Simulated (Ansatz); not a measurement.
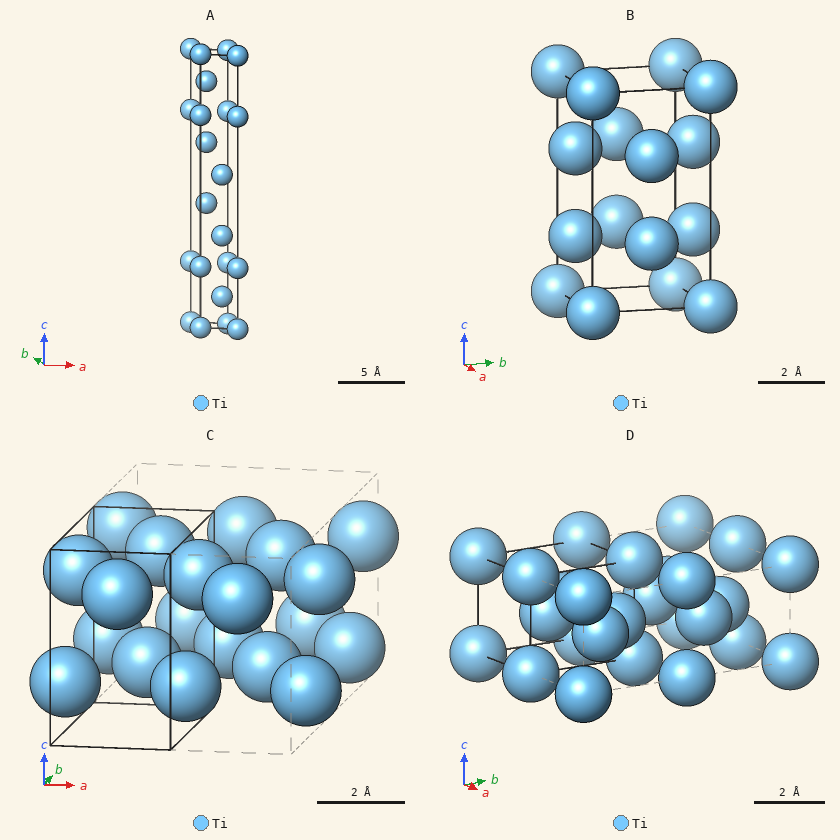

Four structures of Ti, each relaxed to rest (conventional cells in solid outline, small ones repeated, each panel with its own scale). Method: Ansatz, DFT PBE, scalar-relativistic, plane waves, PAW, without spin polarisation.

### Name the structure in each panel.

A: α-samarium (9R) type, R-3m; B: 5 atoms a cell on a primitive tetragonal lattice, P4/mmm; C: 4 atoms a cell on a base-centred orthorhombic lattice, Cmcm; D: ω phase (AlB₂-like), P6/mmm.

### Which of these is lowest in energy, and how far above it do the others lie?

D, then C (+20 meV/atom), A (+31 meV/atom) and B (+778 meV/atom), energies at zero smearing.

### Collect the results in a table.

| panel | structure | E − E(lowest) (meV/atom) | volume (Å³/atom) | gap (eV) |
| --- | --- | --- | --- | --- |
| D | P6/mmm | 0 | 17.1 | metal |
| C | Cmcm | 20 | 17.4 | metal |
| A | R-3m | 31 | 17.4 | metal |
| B | P4/mmm | 778 | 19.4 | metal |

Some of these may be structure types tried for this composition rather than known phases, and the most stable form need not be among them. Gaps are taken on the k-mesh or band path of each run.
